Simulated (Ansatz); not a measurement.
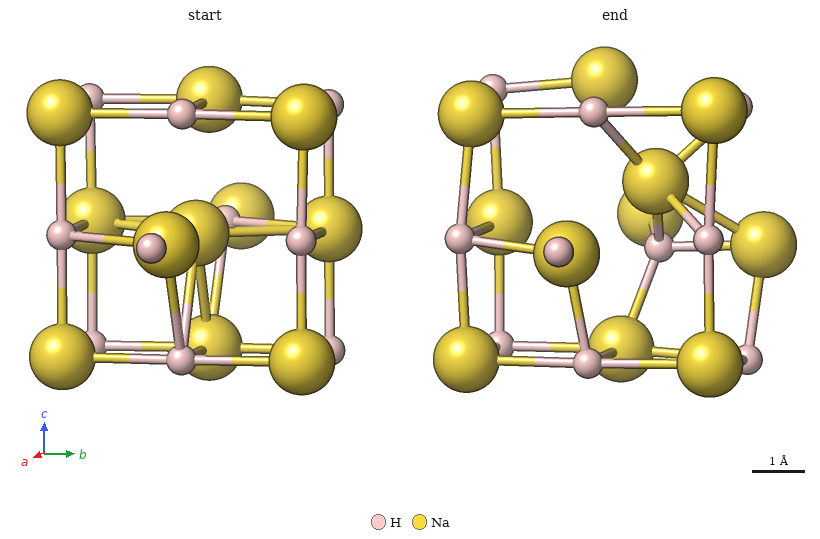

The structure of a defect cell of composition H32Na33 before (left) and after (right) a relaxation, at one scale.

Style: ball-and-stick. Shown: the atoms within 4.2 Å of the atom that moves most (axes of the cell of the calculation (origin shifted)), slightly off an axis.

Theory: DFT, PBEsol, PAW, plane waves (Ansatz). (plane-wave cutoff 420 eV; k-point mesh 1 × 1 × 1; mesh shifted by (0.25, 0.25, 0.25); collinear spin; atoms relaxed in a fixed cell; force threshold 0.03 eV/Å; at most 80 steps)

**Describe what moved and what it gained.**

The atom that moves furthest is a Na atom (1.40 Å roughly along [0 1 1]). Largest moves by element: Na 1.40 Å, H 1.07 Å. The cell doesn't change. Near-neighbour distances that change, for instance: H–Na 3.602 → 2.194 Å, H–Na 2.642 → 3.855 Å, Na–Na 2.629 → 3.667 Å, Na–Na 2.646 → 3.644 Å. New bonds form: H–Na (2.68 → 2.19 Å), H–Na (2.76 → 2.27 Å), H–Na (3.60 → 2.19 Å). Bonds break: Na–Na (2.63 → 3.67 Å), Na–Na (2.65 → 3.64 Å). Among the angles between lasting bonds that change: Na–H–Na 177.9° → 123.3°. The energy falls by 6.500 eV per cell of the calculation in 20 geometry steps. The largest force component goes from 12 to 0.013 eV/Å.
